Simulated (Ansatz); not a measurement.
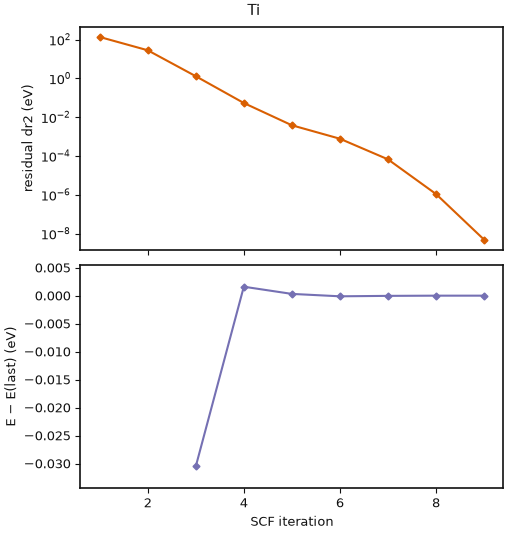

The plot shows the SCF iterations of a calculation: density residual dr2, Harris–Foulkes energy less its last value. The starting density is a sum of atomic densities corrected by a trained network. The first two energies lie far off the scale and aren't drawn.

Ti (2 atoms in the cell, total charge −6), run with Ansatz.

```
crystal:
  lattice:
    - [2.7844177923, 0.0, 0.0]
    - [-1.3922088961, 2.4113765429, 0.0]
    - [0.0, 0.0, 4.5909904468]
  atoms:
    - { symbol: Ti, position: [0.3333333333, 0.6666666667, 0.25] }
    - { symbol: Ti, position: [0.6666666667, 0.3333333333, 0.75] }
basis:
  ecutwfc: 420
kpoints:
  mp_grid: { grid: [24, 24, 14] }
hamiltonian:
  xc: pbesol
scf:
  occupations: { method: gaussian, width: 0.15 }
  max_iter: 50
output:
  forces: true
  eigenvalues: true
  stress: true
total_charge: -6
```

Run as:
```bash
ansatz run input.yaml --threads 2 --pin off --max-ram 5120MiB --backend cpu --events-out ev --progress --plain --runs-dir out
```

> How did this run end?

The run converged; it took 9 iterations. The residual falls at every step.

> Is anything amiss with this input?

The input holds a fault (a charge that the system can't hold). The SCF closed all the same, which doesn't make the results meaningful for the real system.
